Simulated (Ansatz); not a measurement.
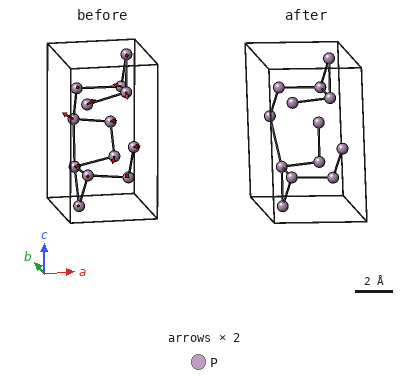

The structure of a crystal of P (a generated structure, set up in P1) (coarse preliminary run) before (left) and after (right) a relaxation, at one scale. The red arrows give the displacements (the part carried along by the change of the cell is left out), 2 times their true length.

Style: ball-and-stick. Shown: the cell of the calculation, slightly off an axis.

All numbers below come from DFT PBE, scalar-relativistic, plane waves, PAW (Ansatz 0.2.0). Set-up: plane-wave cutoff 420 eV; k-point mesh 4 × 4 × 4; occupations gaussian; smearing width 0.2 eV; no spin polarisation; cell and atoms relaxed; force threshold 0.025 eV/Å; at most 60 steps.

Q: Describe what moved and what it gained.

A: The run was cut off at its time limit before the relaxation converged, so the last structure is only a point on the way. Over 6 accepted moves (7 points after the start) the energy falls by 184 meV per atom. Largest force component: 7.8 eV/Å at the start, 0.21 eV/Å at the end. The pressure goes from 5.95 to −0.83 GPa. The line search rejected the trial step at point 3 of the run. The largest move relative to the cell is that of a P atom, 0.36 Å roughly along [−3 2 1]. The drawn cell changes as follows: a 4.990 → 5.306 Å (+6.3 %), b 5.304 → 5.351 Å (+0.9 %), c 8.937 → 8.928 Å (−0.1 %), α 90.7° → 90.0°, β 91.2° → 95.2°, γ 89.8° → 90.1°; the volume changes by +6.7 %. Near-neighbour distances that change, for instance: P–P 2.187 → 2.857 Å, P–P 2.605 → 3.072 Å, P–P 2.656 → 3.080 Å, P–P 2.702 → 3.081 Å. Bonds break: P–P (2.19 → 2.86 Å). Among the angles between lasting bonds that change: P–P–P 112.7° → 101.2°, P–P–P 89.9° → 100.6°, P–P–P 110.5° → 100.8°. The space group stays P1 (No. 1). The run took 5.6 min on 1 thread of Arm Neoverse V1, on a shared host, peak memory 0.54 GiB.
